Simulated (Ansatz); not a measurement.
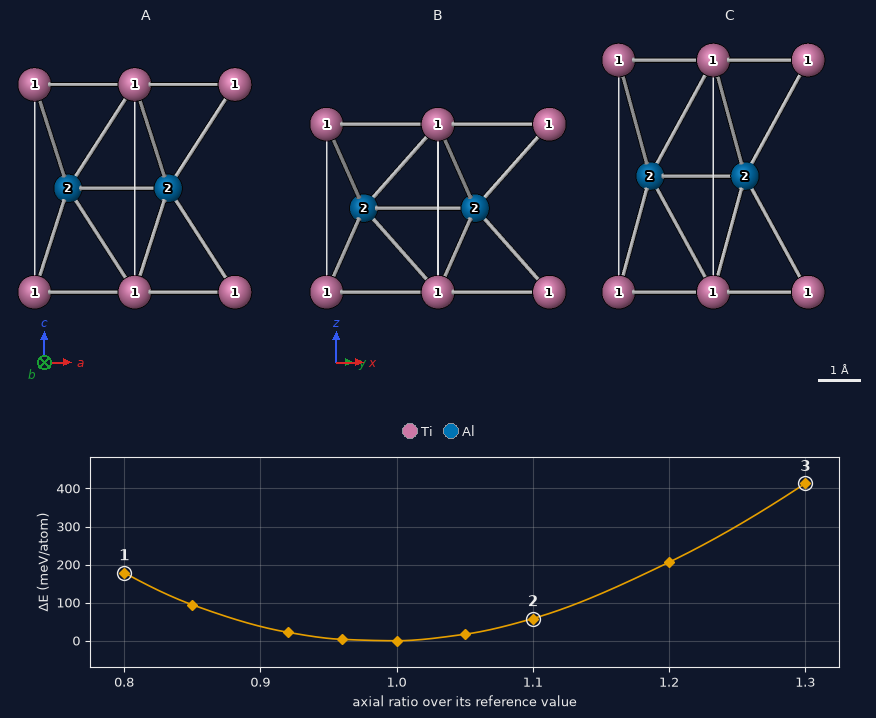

Energy scan for a crystal of TiAl (P-6m2), in which the ratio of the cell's length along z to its lengths across, counted as 1 for the reference, is changed at fixed volume (a c/a path), with the atoms kept at their fractional coordinates. x, y and z are the Cartesian axes of the input. The frames are shuffled; the numbered points of the plot belong to them. The picture is a ball-and-stick view of the cell of the calculation, repeated 2 × 2 × 1 with one cell outlined, seen along the b axis.

The calculation used Ansatz 0.2.0, DFT PBEsol, scalar-relativistic, plane waves, PAW. Set-up: plane-wave cutoff 420 eV; k-point mesh 21 × 21 × 12; occupations gaussian; smearing width 0.15 eV; no spin polarisation. Energies (free energies at the smearing named) are counted from the cell as listed in its source, which wasn't relaxed.

### Match the frames to the points.

Point 1 is frame B (the relative ratio 0.80, 179 meV/atom); 2 is frame A (the relative ratio 1.10, 58 meV/atom); 3 is frame C (the relative ratio 1.30, 413 meV/atom). The lowest computed point lies at the relative ratio 1.00 (0 meV/atom). The end points stand at 179 meV/atom (0.80) and 413 meV/atom (1.30). The unrelaxed reference is under a pressure of −2.8 GPa. The distortion keeps the space group P-6m2. At the relative ratio 1.30 the cell of the drawing goes a 2.867 → 2.627 Å, b 2.867 → 2.627 Å, c 4.678 → 5.572 Å.
